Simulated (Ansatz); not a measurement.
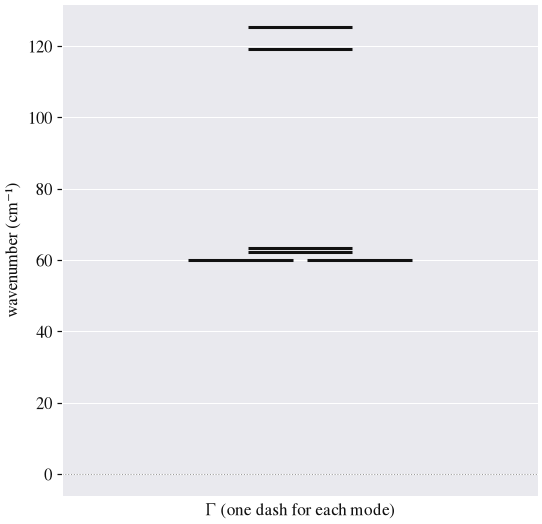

The picture above shows the zone-centre optical phonon frequencies (the three acoustic modes are left out) for Zn, space group C2/m (No. 12).

Structure:
```xyz
3
Lattice="2.2682 -1.3086 0.0092 2.2682 1.3086 0.0092 -1.5619 0.0000 7.4318" Properties=species:S:1:pos:R:3 pbc="T T T"
Zn    0.0000    0.0000    0.0000
Zn   -0.0315    0.0000    4.9514
Zn    3.0060    0.0000    2.4988
```

Method: harmonic phonon frequencies at the zone centre with atoms at rest in the given cell, without the long-range term of polar modes, the three translations left out, imaginary frequencies are negative; plane waves with PAW datasets, Γ-centred k mesh (Ansatz 0.2.0). Level: PBE, no spin polarisation.

wave cutoff 420 eV; k mesh 18×18×6; occupations Fermi–Dirac; smearing width 0.15 eV; pressure 3 GPa; phonon method linear response.

What do the frequencies say about stability?

Answer. No frequency is imaginary, so the structure is stable to these displacements (zone-boundary modes weren't tested here).

Where does the highest mode lie?

Answer. The highest mode lies at 125.5 cm⁻¹.

List the optical modes.

Answer. 60.0, 60.3, 62.4, 63.4, 119.1, 125.5 cm⁻¹.

Keep in mind: metal sensitive to the k mesh.
